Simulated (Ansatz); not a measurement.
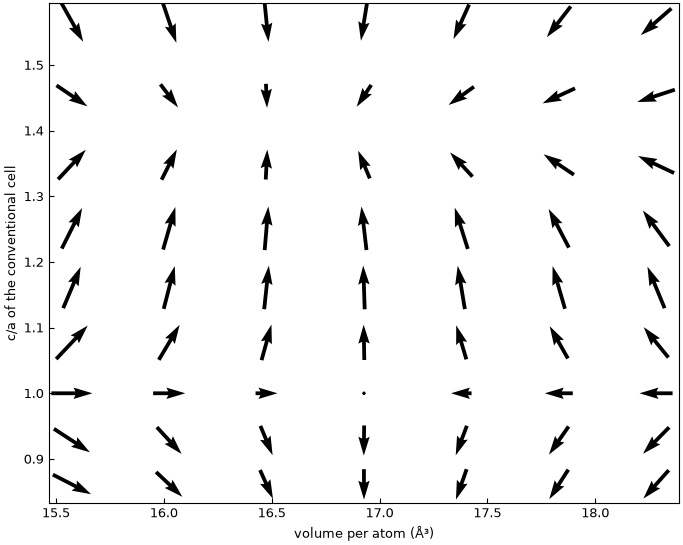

Al (Im-3m, No. 229; 1 atom in the cell). The energy is mapped over volume and the cell's shape. Coordinates scanned: (1) volume per atom; (2) c/a of the conventional cell. Nothing is relaxed (symmetry fixes all fractional coordinates). The grid has 7 × 9 points. Points are written as (first, second). Computed with DFT PBE, scalar-relativistic, plane waves, PAW (Ansatz). Settings: cutoff 420 eV, k-mesh 22×22×22, gaussian smearing 0.15 eV, no spin polarisation.

In the figure: arrows along the force (downhill), their lengths compressed.

The arrows alone are given. Where is the energy lowest?

The arrows converge at about (16.50 Å³, 1.413) (read from the interpolated surface).

The energy map of the same scan:

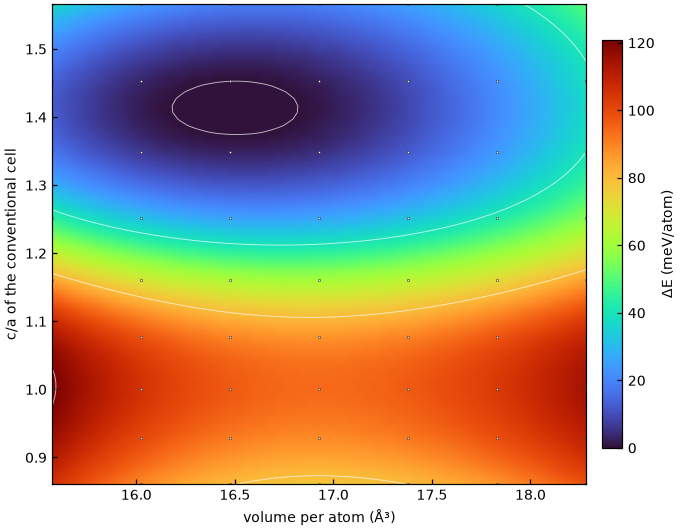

Energies are in meV/atom, from the lowest grid point; between grid points the surface is interpolated.
